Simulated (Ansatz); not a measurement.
The cell of Na11S7 (Cm, No. 8). Source of the atomic positions: the end point of a relaxation in a fixed cell with DFT PBE, scalar-relativistic, plane waves, PAW in Ansatz 0.2.0.

```
S Na
1.0
     8.04321    0.00000    0.00000
     0.00000   13.93124    0.00000
    -2.68107    0.00000    7.58321
S Na
14 22
Cartesian
  3.9929 6.9656 2.1040
  2.4606 0.0000 7.3835
  2.8146 9.5103 7.4010
  2.8146 4.4209 7.4010
  4.0498 2.2774 3.6364
  4.0498 11.6538 3.6364
  3.9675 6.9656 4.1866
  -0.0287 0.0000 2.1040
  -1.5610 6.9656 7.3835
  -1.2070 2.5447 7.4010
  -1.2070 11.3865 7.4010
  0.0282 9.2430 3.6364
  0.0282 4.6882 3.6364
  -0.0541 0.0000 4.1866
  4.0476 2.3348 0.7508
  4.0476 11.5964 0.7508
  2.6733 9.5077 4.6946
  -1.3483 11.3891 4.6946
  2.7341 0.0000 4.6527
  5.2786 0.0000 2.6022
  5.3930 9.3686 2.5769
  1.3714 11.5283 2.5769
  4.1871 2.0783 6.7131
  4.1871 11.8530 6.7131
  3.6028 6.9656 7.1491
  0.0260 9.3004 0.7508
  0.0260 4.6308 0.7508
  -1.3483 2.5421 4.6946
  2.6733 4.4235 4.6946
  -1.2875 6.9656 4.6527
  1.2570 6.9656 2.6022
  1.3714 2.4030 2.5769
  5.3930 4.5626 2.5769
  0.1655 9.0439 6.7131
  0.1655 4.8874 6.7131
  -0.4188 0.0000 7.1491
```

Q: Take as void every point where the procrystal density (the sum of the densities of spherically averaged neutral Hartree-Fock atoms) is below 0.005 e/bohr³. What do the voids look like?

A: The voids take about 12 % of the cell (99 Å³ of 849.7 Å³) and are bounded by about 260 Å² of surface per cell. They are isolated pockets that do not connect across cells.

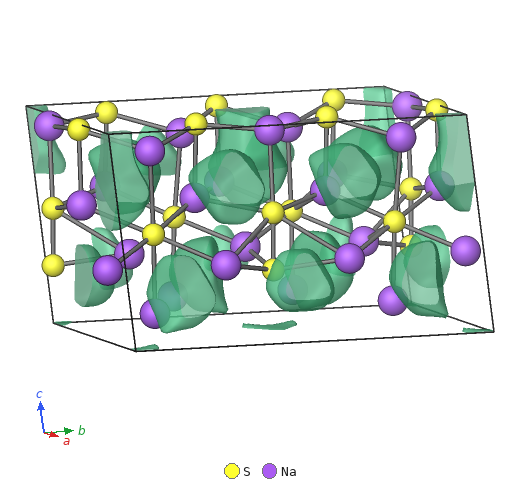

The voids drawn in 1×1×1 cells, view slightly off an axis. Pale faces close the region where the drawn box cuts it.
